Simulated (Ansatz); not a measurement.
# Run report: C₁₁H₂, geometry relaxation (part 1 of 3)

The run: geometry relaxation of C₁₁H₂ (slab, 26 atoms in the cell). Method and program: DFT PBE, scalar-relativistic, plane waves, PAW, no spin polarisation (Ansatz 0.2.0).

The structure derives from an entry of the Crystallography Open Database. The input holds or restrains some coordinates. Figures and captions count atoms from 1; the log counts them from 0 in places.

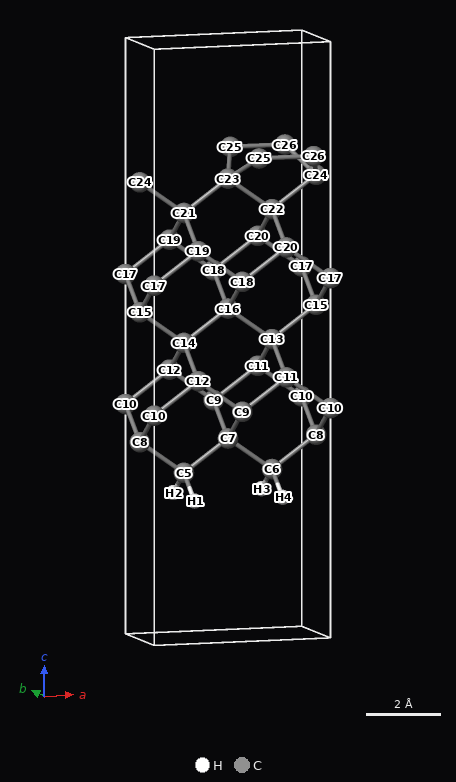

Fig. 1: The input geometry (ball-and-stick view of the cell of the calculation, with the vacuum cut short, seen slightly off an axis; atoms are numbered from 1 in the order of the input).

**The input**
```yaml
crystal:
  lattice:
    - [5.0508265914, 0.0, 0.0]
    - [0.0, 2.5254132957, 0.0]
    - [0.0, 0.0, 26.3869203335]
  atoms:
    - { symbol: H, position: [0.25, 0.1314227055, 0.3221292933] }
    - { symbol: H, position: [0.25, 0.8685772945, 0.3221292933] }
    - { symbol: H, position: [0.75, 0.8685772945, 0.3221292933] }
    - { symbol: H, position: [0.75, 0.1314227055, 0.3221292933] }
    - { symbol: C, position: [0.25, 0.5, 0.3470748342] }
    - { symbol: C, position: [0.75, 0.5, 0.3470748342] }
    - { symbol: C, position: [0.5, 0.5, 0.3809123727] }
    - { symbol: C, position: [0.0, 0.5, 0.3809123727] }
    - { symbol: C, position: [0.5, 0.0, 0.4147499113] }
    - { symbol: C, position: [0.0, 0.0, 0.4147499113] }
    - { symbol: C, position: [0.75, 0.0, 0.4485874498] }
    - { symbol: C, position: [0.25, 0.0, 0.4485874498] }
    - { symbol: C, position: [0.75, 0.5, 0.4824249883] }
    - { symbol: C, position: [0.25, 0.5, 0.4824249883] }
    - { symbol: C, position: [0.0, 0.5, 0.5162625268] }
    - { symbol: C, position: [0.5, 0.5, 0.5162625268] }
    - { symbol: C, position: [0.0, 0.0, 0.5501000654] }
    - { symbol: C, position: [0.5, 0.0, 0.5501000654] }
    - { symbol: C, position: [0.25, 0.0, 0.5839376039] }
    - { symbol: C, position: [0.75, 0.0, 0.5839376039] }
    - { symbol: C, position: [0.25, 0.5, 0.6177751424] }
    - { symbol: C, position: [0.75, 0.5, 0.6177751424] }
    - { symbol: C, position: [0.5, 0.5, 0.6516126809] }
    - { symbol: C, position: [0.0, 0.5, 0.6516126809] }
    - { symbol: C, position: [0.595, 0.0, 0.6778707067] }
    - { symbol: C, position: [0.905, 0.0, 0.6778707067] }
basis:
  ecutwfc: 420
kpoints:
  mp_grid: { grid: [5, 10, 1] }
hamiltonian:
  xc: pbe
scf:
  occupations: { method: gaussian, width: 0.05 }
output:
  forces: true
  eigenvalues: true
  write_density: true
  write_potential: true
  elf: true
  volumetric_format: npy
relax:
  adjacent_minimum: "off"
  f_tol: 0.03
  max_steps: 70
  constraints: [{ sites: [0, 1, 2, 3, 4, 5, 6, 7, 8, 9, 10, 11, 12, 13] }]
efield:
  axis: 3
  dipole_correction: true
```

Run on 2 threads of Intel Xeon @ 2.10GHz (Emerald Rapids), 189 GiB of memory available, shared host.

Launch command:
```bash
ansatz run input.yaml --threads 2 --pin off --max-ram 5120MiB --backend cpu --events-out ev --progress --plain --runs-dir out
```

**Output**
```
Engine: ansatz 0.2.0, x86_64-unknown-linux-gnu
Pseudopotentials: kind: paw
Pseudopotential: H, paw, valence charge 1, recommended cutoff 420 eV (normal), H.paw.azcp
Pseudopotential: C, paw, valence charge 4, recommended cutoff 420 eV (normal), C.paw.azcp
Functional definition: PBE
  parameter kappa = 0.804
  parameter beta = 0.06672455060314922
  exchange = pbe_x(kappa = kappa, mu = beta*pi^2/3)
  correlation = pbe_c(beta = beta)
Crystal: 26 atoms, lattice volume = 336.576 Å³
Basis set: ecut = 420 eV, 6589 PW (Γ), exchange–correlation on 72×36×360 points (8 copies of the dense FFT grid, shifted against one another)
Bands: 72, of which v1, the nominal top of the filled ones, is band 46 counted from 1 (45 counted from 0)
Symmetry: 4 space group operations
Space group: Pmm2 (ITA 25), of the structure as read, at distance tolerance 7.0e-5 Å
k-points: 18 of 50
Non-local potential: H, projectors of the file, l = 0: 2, l = 1: 1
Non-local potential: C, projectors of the file, l = 0: 2, l = 1: 2, l = 2: 1
PAW form: soft (Blöchl's): semilocal exchange-correlation on the pseudo side does not see the compensation charge
PAW one-centre angular grid: H, 110 points (default); XC on 64 Gauss nodes
PAW one-centre angular grid: C, 110 points (default); XC on 64 Gauss nodes
Initial density: superposition of atomic densities (neutral atoms: chi_scale 0, normalization atom), corrected by the library's trained network
Initial wavefunctions: pseudopotential atomic-orbital guess
Functional: x = pbe(κ = 0.804, μ = 0.2195149727645171), c = pbe(β = 0.06672455060314922)
SCF iter   1: F=—  HF=-5569.543207 eV  |F-HF|=—  |Δ(HF+E_count)|=         —  Δρ=1.54e-2  dr2=7.53e0  ethr=1.77e-3  p=-0.171 e·Å  D=-9.18e-2 V/Å  ΔV_dip=2.42 eV  dr2_dipole=3.06e0  V_vac-E_F(+/−)=4.48/2.06 eV  ⟨swp⟩=11.4  Hψ=8838  notcnv=0  defer=248
efield: sawtooth ramp at fractional position 0.9500 (placed from the atoms, in the widest stretch of the axis that holds none; the zero of the levels goes with the place), width 0.1000; the density the first Hamiltonian is built on has a dipole p = -0.171 e·Å; the dipole correction subtracts the counter field D = -9.18e-2 V/Å, which shifts the + side's vacuum level by +2.42 eV against the − side's; the planar-averaged density in the ramp window peaks in size at 3.2e-5 e/Å³
preconditioner: auto → LDOS  [metal: Δε(μ)=0.035 eV  Ē_g=15.638 eV  σ=0.050 eV  W_gap=0.36  n_scr=48 (ndim 8)  ℏωp=19.4 eV  f_vac=0.545  D(μ)=5.80/eV (n_scr^D=36)  β→1.0]
SCF iter   2: F=—  HF=-5569.308653 eV  |F-HF|=—  |Δ(HF+E_count)|=   2.35e-1  Δρ=1.08e-2  dr2=1.94e0  ethr=1.77e-3  p=-0.158 e·Å  D=-8.47e-2 V/Å  ΔV_dip=2.24 eV  dr2_dipole=8.71e-1  V_vac-E_F(+/−)=4.63/2.39 eV  ⟨swp⟩=3.4  Hψ=2074  notcnv=0  defer=361
SCF iter   3: F=—  HF=-5569.180013 eV  |F-HF|=—  |Δ(HF+E_count)|=   1.29e-1  Δρ=4.38e-3  dr2=1.35e-1  ethr=1.77e-3  p=-0.219 e·Å  D=-1.18e-1 V/Å  ΔV_dip=3.11 eV  dr2_dipole=2.48e-4  V_vac-E_F(+/−)=4.85/1.74 eV  ⟨swp⟩=2.5  Hψ=1713  notcnv=0  defer=359
SCF iter   4: F=—  HF=-5569.163203 eV  |F-HF|=—  |Δ(HF+E_count)|=   1.68e-2  Δρ=2.07e-3  dr2=3.57e-2  ethr=1.47e-4  p=-0.205 e·Å  D=-1.10e-1 V/Å  ΔV_dip=2.92 eV  dr2_dipole=5.24e-3  V_vac-E_F(+/−)=4.98/2.07 eV  ⟨swp⟩=3.1  Hψ=1979  notcnv=0  defer=357
SCF iter   5: F=—  HF=-5569.159358 eV  |F-HF|=—  |Δ(HF+E_count)|=   3.85e-3  Δρ=1.07e-3  dr2=1.07e-2  ethr=3.88e-5  p=-0.223 e·Å  D=-1.20e-1 V/Å  ΔV_dip=3.16 eV  dr2_dipole=9.99e-4  V_vac-E_F(+/−)=5.11/1.95 eV  ⟨swp⟩=2.2  Hψ=1721  notcnv=0  defer=356
SCF iter   6: F=—  HF=-5569.158334 eV  |F-HF|=—  |Δ(HF+E_count)|=   1.02e-3  Δρ=5.02e-4  dr2=5.08e-3  ethr=1.16e-5  p=-0.223 e·Å  D=-1.20e-1 V/Å  ΔV_dip=3.17 eV  dr2_dipole=3.09e-3  V_vac-E_F(+/−)=5.20/2.03 eV  ⟨swp⟩=2.4  Hψ=2068  notcnv=0  defer=356
SCF iter   7: F=—  HF=-5569.157964 eV  |F-HF|=—  |Δ(HF+E_count)|=   3.70e-4  Δρ=2.38e-4  dr2=8.97e-4  ethr=5.52e-6  p=-0.230 e·Å  D=-1.23e-1 V/Å  ΔV_dip=3.26 eV  dr2_dipole=5.14e-4  V_vac-E_F(+/−)=5.25/2.00 eV  ⟨swp⟩=2.1  Hψ=1225  notcnv=0  defer=354
SCF iter   8: F=—  HF=-5569.157944 eV  |F-HF|=—  |Δ(HF+E_count)|=   1.98e-5  Δρ=9.49e-5  dr2=1.62e-4  ethr=9.75e-7  p=-0.232 e·Å  D=-1.25e-1 V/Å  ΔV_dip=3.29 eV  dr2_dipole=8.71e-5  V_vac-E_F(+/−)=5.27/1.98 eV  ⟨swp⟩=2.7  Hψ=1726  notcnv=0  defer=354
SCF iter   9: F=—  HF=-5569.157924 eV  |F-HF|=—  |Δ(HF+E_count)|=   2.01e-5  Δρ=4.86e-5  dr2=6.63e-5  ethr=1.76e-7  p=-0.233 e·Å  D=-1.25e-1 V/Å  ΔV_dip=3.31 eV  dr2_dipole=3.51e-5  V_vac-E_F(+/−)=5.28/1.97 eV  ⟨swp⟩=2.0  Hψ=1551  notcnv=0  defer=354
SCF iter  10: F=—  HF=-5569.157918 eV  |F-HF|=—  |Δ(HF+E_count)|=   6.40e-6  Δρ=2.76e-5  dr2=2.51e-5  ethr=7.21e-8  p=-0.234 e·Å  D=-1.26e-1 V/Å  ΔV_dip=3.32 eV  dr2_dipole=8.87e-6  V_vac-E_F(+/−)=5.28/1.96 eV  ⟨swp⟩=2.0  Hψ=1374  notcnv=0  defer=354
SCF iter  11: F=-5569.157904 eV  HF=-5569.157914 eV  |F-HF|=9.98e-6  |Δ(HF+E_count)|=   3.92e-6  Δρ=2.51e-5  dr2=9.06e-6  ethr=2.45e-8  p=-0.234 e·Å  D=-1.26e-1 V/Å  ΔV_dip=3.32 eV  dr2_dipole=3.49e-6  V_vac-E_F(+/−)=5.28/1.96 eV  ⟨swp⟩=33.3  Hψ=17617  notcnv=0
SCF 1 converged in 11 iterations: F = -5569.157904 eV  dr2 = 9.06e-6
  Residual-converged pass: ⟨swp⟩=1.0  Hψ=1368  notcnv=0  max |occ|·‖R‖ = 7.0e-9 eV (tolerance 1.0e-8 eV)  dr2=9.06e-6  dr2_onsite=2.63e-8  max |Δocc| = 2.9e-10
  greatest PAW one-centre occupation: 0.666 electrons in one spin orbital (limit 2), on the C atom at site 4 (counted from 0), in its partial waves of l = 0
relax step   1: F+E_penalty+E_count = -5569.15790375 eV  Δ(F+E_penalty+E_count) = +0.000e0 eV  max|allowed force component| = 4.519e0 eV/Å  Δτ_max = 0.0000 Å  (11 SCF iters, dr2 threshold 2.25e-5 eV, accepted)
Initial density: handed on by an earlier stage of this run
Initial wavefunctions: those handed on with the density
iter 1 solved again at ethr=3.40e-4 eV; its pass at ethr=3.10e-3 eV (dr2=3.13e-1 eV) is discarded
SCF iter   1: F=—  HF=-5570.277328 eV  |F-HF|=—  |Δ(HF+E_count)|=         —  Δρ=1.17e-2  dr2=3.06e-1  ethr=3.40e-4  p=-0.234 e·Å  D=-1.26e-1 V/Å  ΔV_dip=3.32 eV  dr2_dipole=7.46e-5  V_vac-E_F(+/−)=5.29/1.96 eV  ⟨swp⟩=2.0  Hψ=5100  notcnv=0  defer=359
efield: sawtooth ramp at fractional position 0.9500 (handed on by an earlier solve), width 0.1000; the density the first Hamiltonian is built on has a dipole p = -0.234 e·Å; the dipole correction subtracts the counter field D = -1.26e-1 V/Å, which shifts the + side's vacuum level by +3.32 eV against the − side's; the planar-averaged density in the ramp window peaks in size at 5.2e-6 e/Å³
preconditioner: auto → Resta (q_TF=auto, 2.198 Å⁻¹)  ε∞=2.5  [insulator: Δε(μ)=0.206 eV  Ē_g=15.894 eV  σ=0.050 eV  W_gap=1.00  n_scr=48 (ndim 8)  ℏωp=19.4 eV  f_vac=0.548  D(μ)=0.02/eV (n_scr^D=0)  ε∞_Penn≈2.5  vacuum switching on, ρ_ref=1.8e-2 e/Å³]
SCF iter   2: F=—  HF=-5570.200163 eV  |F-HF|=—  |Δ(HF+E_count)|=   7.72e-2  Δρ=5.06e-3  dr2=4.24e-2  ethr=3.32e-4  p=-0.236 e·Å  D=-1.27e-1 V/Å  ΔV_dip=3.35 eV  dr2_dipole=9.24e-4  V_vac-E_F(+/−)=5.20/1.85 eV  ⟨swp⟩=2.9  Hψ=1675  notcnv=0  defer=359
SCF iter   3: F=—  HF=-5570.192659 eV  |F-HF|=—  |Δ(HF+E_count)|=   7.50e-3  Δρ=1.52e-3  dr2=5.31e-3  ethr=4.60e-5  p=-0.214 e·Å  D=-1.15e-1 V/Å  ΔV_dip=3.04 eV  dr2_dipole=3.84e-4  V_vac-E_F(+/−)=5.00/1.96 eV  ⟨swp⟩=2.1  Hψ=2237  notcnv=0  defer=367
SCF iter   4: F=—  HF=-5570.192182 eV  |F-HF|=—  |Δ(HF+E_count)|=   4.77e-4  Δρ=3.84e-4  dr2=4.61e-4  ethr=5.77e-6  p=-0.222 e·Å  D=-1.19e-1 V/Å  ΔV_dip=3.14 eV  dr2_dipole=8.32e-5  V_vac-E_F(+/−)=5.05/1.91 eV  ⟨swp⟩=2.7  Hψ=1757  notcnv=0  defer=367
SCF iter   5: F=—  HF=-5570.192166 eV  |F-HF|=—  |Δ(HF+E_count)|=   1.57e-5  Δρ=1.33e-4  dr2=3.78e-5  ethr=1.09e-7  p=-0.218 e·Å  D=-1.17e-1 V/Å  ΔV_dip=3.09 eV  dr2_dipole=3.80e-6  V_vac-E_F(+/−)=5.02/1.93 eV  ⟨swp⟩=27.1  Hψ=17340  notcnv=0
SCF iter   6: F=-5570.192172 eV  HF=-5570.192173 eV  |F-HF|=3.40e-7  |Δ(HF+E_count)|=   6.17e-6  Δρ=3.27e-5  dr2=3.00e-6  ethr=4.11e-8  p=-0.219 e·Å  D=-1.18e-1 V/Å  ΔV_dip=3.10 eV  dr2_dipole=9.82e-8  V_vac-E_F(+/−)=5.03/1.93 eV  ⟨swp⟩=18.7  Hψ=13084  notcnv=0
SCF 2 converged in 6 iterations: F = -5570.192172 eV  dr2 = 3.00e-6
  Residual-converged pass: ⟨swp⟩=1.0  Hψ=1368  notcnv=0  max |occ|·‖R‖ = 7.0e-9 eV (tolerance 1.0e-8 eV)  dr2=3.00e-6  dr2_onsite=1.84e-8  max |Δocc| = 1.0e-13
relax step   2: F+E_penalty+E_count = -5570.19217228 eV  Δ(F+E_penalty+E_count) = -1.034e0 eV  max|allowed force component| = 2.777e0 eV/Å  Δτ_max = 0.1146 Å  (6 SCF iters, dr2 threshold 1.00e-4 eV, accepted)
SCF iter   1: F=—  HF=-5570.285501 eV  |F-HF|=—  |Δ(HF+E_count)|=         —  Δρ=8.99e-3  dr2=2.29e-1  ethr=1.63e-3  p=-0.219 e·Å  D=-1.18e-1 V/Å  ΔV_dip=3.10 eV  dr2_dipole=9.56e-3  V_vac-E_F(+/−)=4.94/1.84 eV  ⟨swp⟩=4.1  Hψ=2939  notcnv=0  defer=348
efield: sawtooth ramp at fractional position 0.9500 (handed on by an earlier solve), width 0.1000; the density the first Hamiltonian is built on has a dipole p = -0.219 e·Å; the dipole correction subtracts the counter field D = -1.18e-1 V/Å, which shifts the + side's vacuum level by +3.10 eV against the − side's; the planar-averaged density in the ramp window peaks in size at 5.2e-6 e/Å³
preconditioner: auto → Resta (q_TF=auto, 2.198 Å⁻¹)  ε∞=2.5  [insulator: Δε(μ)=0.457 eV  Ē_g=15.796 eV  σ=0.050 eV  W_gap=1.00  n_scr=48 (ndim 8)  ℏωp=19.4 eV  f_vac=0.545  D(μ)=0.00/eV (n_scr^D=0)  ε∞_Penn≈2.5  vacuum switching on, ρ_ref=1.8e-2 e/Å³]
SCF iter   2: F=—  HF=-5570.233719 eV  |F-HF|=—  |Δ(HF+E_count)|=   5.18e-2  Δρ=3.51e-3  dr2=3.46e-2  ethr=2.49e-4  p=-0.257 e·Å  D=-1.38e-1 V/Å  ΔV_dip=3.64 eV  dr2_dipole=5.55e-3  V_vac-E_F(+/−)=5.20/1.56 eV  ⟨swp⟩=2.9  Hψ=2255  notcnv=0  defer=362
SCF iter   3: F=—  HF=-5570.227441 eV  |F-HF|=—  |Δ(HF+E_count)|=   6.28e-3  Δρ=1.97e-3  dr2=6.55e-3  ethr=3.76e-5  p=-0.226 e·Å  D=-1.21e-1 V/Å  ΔV_dip=3.20 eV  dr2_dipole=1.05e-4  V_vac-E_F(+/−)=4.94/1.73 eV  ⟨swp⟩=2.8  Hψ=1811  notcnv=0  defer=362
SCF iter   4: F=—  HF=-5570.226564 eV  |F-HF|=—  |Δ(HF+E_count)|=   8.77e-4  Δρ=3.23e-4  dr2=2.75e-4  ethr=7.12e-6  p=-0.225 e·Å  D=-1.21e-1 V/Å  ΔV_dip=3.19 eV  dr2_dipole=4.02e-5  V_vac-E_F(+/−)=4.90/1.70 eV  ⟨swp⟩=2.3  Hψ=2256  notcnv=0  defer=362
SCF iter   5: F=—  HF=-5570.226560 eV  |F-HF|=—  |Δ(HF+E_count)|=   4.55e-6  Δρ=1.12e-4  dr2=2.58e-5  ethr=1.09e-7  p=-0.223 e·Å  D=-1.20e-1 V/Å  ΔV_dip=3.16 eV  dr2_dipole=1.04e-6  V_vac-E_F(+/−)=4.88/1.72 eV  ⟨swp⟩=26.7  Hψ=17219  notcnv=0
SCF iter   6: F=-5570.226568 eV  HF=-5570.226569 eV  |F-HF|=1.06e-6  |Δ(HF+E_count)|=   8.83e-6  Δρ=2.67e-5  dr2=2.79e-6  ethr=2.81e-8  p=-0.223 e·Å  D=-1.20e-1 V/Å  ΔV_dip=3.16 eV  dr2_dipole=3.65e-7  V_vac-E_F(+/−)=4.88/1.71 eV  ⟨swp⟩=18.3  Hψ=12623  notcnv=0
SCF 3 converged in 6 iterations: F = -5570.226568 eV  dr2 = 2.79e-6
  Residual-converged pass: ⟨swp⟩=1.1  Hψ=1369  notcnv=0  max |occ|·‖R‖ = 6.9e-9 eV (tolerance 1.0e-8 eV)  dr2=2.79e-6  dr2_onsite=2.43e-8  max |Δocc| = 4.8e-32
relax step   3: F+E_penalty+E_count = -5570.22656769 eV  Δ(F+E_penalty+E_count) = -3.440e-2 eV  max|allowed force component| = 1.204e0 eV/Å  Δτ_max = 0.0757 Å  (6 SCF iters, dr2 threshold 1.00e-4 eV, accepted)
iter 1 solved again at ethr=3.28e-4 eV; its pass at ethr=3.10e-3 eV (dr2=3.02e-1 eV) is discarded
SCF iter   1: F=—  HF=-5570.421203 eV  |F-HF|=—  |Δ(HF+E_count)|=         —  Δρ=1.05e-2  dr2=2.93e-1  ethr=3.28e-4  p=-0.223 e·Å  D=-1.20e-1 V/Å  ΔV_dip=3.16 eV  dr2_dipole=7.45e-3  V_vac-E_F(+/−)=4.74/1.58 eV  ⟨swp⟩=2.0  Hψ=5261  notcnv=0  defer=368
efield: sawtooth ramp at fractional position 0.9500 (handed on by an earlier solve), width 0.1000; the density the first Hamiltonian is built on has a dipole p = -0.223 e·Å; the dipole correction subtracts the counter field D = -1.20e-1 V/Å, which shifts the + side's vacuum level by +3.16 eV against the − side's; the planar-averaged density in the ramp window peaks in size at 5.3e-6 e/Å³
preconditioner: auto → Resta (q_TF=auto, 2.198 Å⁻¹)  ε∞=2.5  [insulator: Δε(μ)=0.962 eV  Ē_g=15.924 eV  σ=0.050 eV  W_gap=1.00  n_scr=48 (ndim 8)  ℏωp=19.4 eV  f_vac=0.551  D(μ)=0.00/eV (n_scr^D=0)  ε∞_Penn≈2.5  vacuum switching on, ρ_ref=1.8e-2 e/Å³]
SCF iter   2: F=—  HF=-5570.345878 eV  |F-HF|=—  |Δ(HF+E_count)|=   7.53e-2  Δρ=4.22e-3  dr2=3.16e-2  ethr=3.18e-4  p=-0.187 e·Å  D=-1.01e-1 V/Å  ΔV_dip=2.65 eV  dr2_dipole=1.03e-3  V_vac-E_F(+/−)=4.40/1.75 eV  ⟨swp⟩=2.8  Hψ=1586  notcnv=0  defer=368
SCF iter   3: F=—  HF=-5570.340420 eV  |F-HF|=—  |Δ(HF+E_count)|=   5.46e-3  Δρ=1.66e-3  dr2=6.09e-3  ethr=3.44e-5  p=-0.207 e·Å  D=-1.11e-1 V/Å  ΔV_dip=2.93 eV  dr2_dipole=5.31e-4  V_vac-E_F(+/−)=4.56/1.62 eV  ⟨swp⟩=2.2  Hψ=2150  notcnv=0  defer=369
SCF iter   4: F=—  HF=-5570.339715 eV  |F-HF|=—  |Δ(HF+E_count)|=   7.04e-4  Δρ=4.27e-4  dr2=4.55e-4  ethr=6.62e-6  p=-0.199 e·Å  D=-1.07e-1 V/Å  ΔV_dip=2.82 eV  dr2_dipole=8.35e-5  V_vac-E_F(+/−)=4.51/1.69 eV  ⟨swp⟩=2.2  Hψ=1910  notcnv=0  defer=370
SCF iter   5: F=—  HF=-5570.339712 eV  |F-HF|=—  |Δ(HF+E_count)|=   3.28e-6  Δρ=1.13e-4  dr2=3.21e-5  ethr=1.09e-7  p=-0.203 e·Å  D=-1.09e-1 V/Å  ΔV_dip=2.88 eV  dr2_dipole=1.50e-6  V_vac-E_F(+/−)=4.55/1.67 eV  ⟨swp⟩=25.9  Hψ=16867  notcnv=0
SCF iter   6: F=-5570.339714 eV  HF=-5570.339714 eV  |F-HF|=4.24e-7  |Δ(HF+E_count)|=   2.05e-6  Δρ=2.83e-5  dr2=2.03e-6  ethr=3.49e-8  p=-0.203 e·Å  D=-1.09e-1 V/Å  ΔV_dip=2.88 eV  dr2_dipole=1.29e-7  V_vac-E_F(+/−)=4.55/1.67 eV  ⟨swp⟩=17.9  Hψ=13493  notcnv=0
SCF 4 converged in 6 iterations: F = -5570.339714 eV  dr2 = 2.03e-6
  Residual-converged pass: ⟨swp⟩=1.0  Hψ=1368  notcnv=0  max |occ|·‖R‖ = 7.0e-9 eV (tolerance 1.0e-8 eV)  dr2=2.03e-6  dr2_onsite=1.61e-8  max |Δocc| = 2.0e-36
  greatest PAW one-centre occupation: 0.666 electrons in one spin orbital (limit 2), on the C atom at site 21 (counted from 0), in its partial waves of l = 0
relax step   4: F+E_penalty+E_count = -5570.33971444 eV  Δ(F+E_penalty+E_count) = -1.131e-1 eV  max|allowed force component| = 9.832e-1 eV/Å  Δτ_max = 0.0847 Å  (6 SCF iters, dr2 threshold 1.00e-4 eV, accepted)
```
